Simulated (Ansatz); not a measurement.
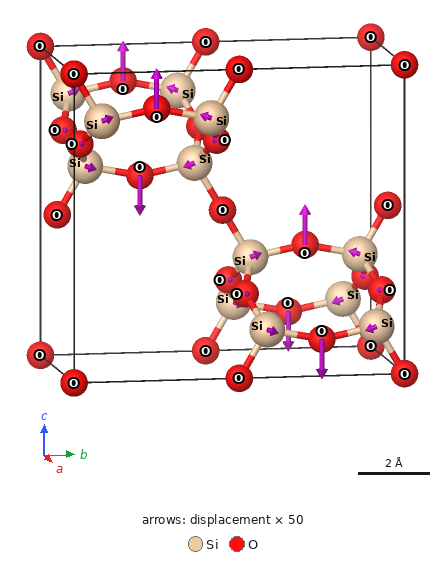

A relaxation of solid SiO2 (built on the database structure type). The starting structure is drawn; purple arrows show the displacements (the part carried along by the change of the cell is left out), 50 times their true length.

Style: ball-and-stick. Shown: the conventional cell (2 times the calculation's cell), slightly off an axis. Lengths and directions refer to the drawn axes.

Computed with DFT, PBE, plane waves, PAW (Ansatz). (plane-wave cutoff 420 eV; k-point mesh 6 × 6 × 6; occupations fermi dirac; smearing width 0.02 eV; no spin polarisation; cell and atoms relaxed; force threshold 0.005 eV/Å)

> Which element moves most?

Oxygen: up to 0.023 Å, against 0.007 Å for silicon.

> Describe the change and its energy.

Over 6 accepted moves (8 points after the start) the energy falls by 62.6 meV per cell of the calculation. Largest force component: 0.3 eV/Å at the start, 0.0015 eV/Å at the end. The pressure goes from 3.42 to 0.01 GPa. The SCF was repeated twice at an unchanged geometry on a basis and grid sized afresh for the cell, which shifted the energy by 14.3 meV per cell of the calculation at most. The largest moves relative to the cell, 0.023 Å, are those of O atoms. By element the largest moves are O 0.023 Å, Si 0.007 Å. The volume changes by +2.5 %, with a 5.247 → 5.287 Å (+0.8 %), b 9.554 → 9.650 Å (+1.0 %), c 8.883 → 8.943 Å (+0.7 %). Some distances before and after: O–Si 1.609 → 1.623 Å, O–Si 1.597 → 1.611 Å. The space group stays Imma (No. 74). Cost: 30 s on 1 × NVIDIA H100 80GB HBM3 with 2 threads of AMD EPYC 7R13 Processor (Zen 3), with other jobs on the host, peak memory 1.3 GiB.
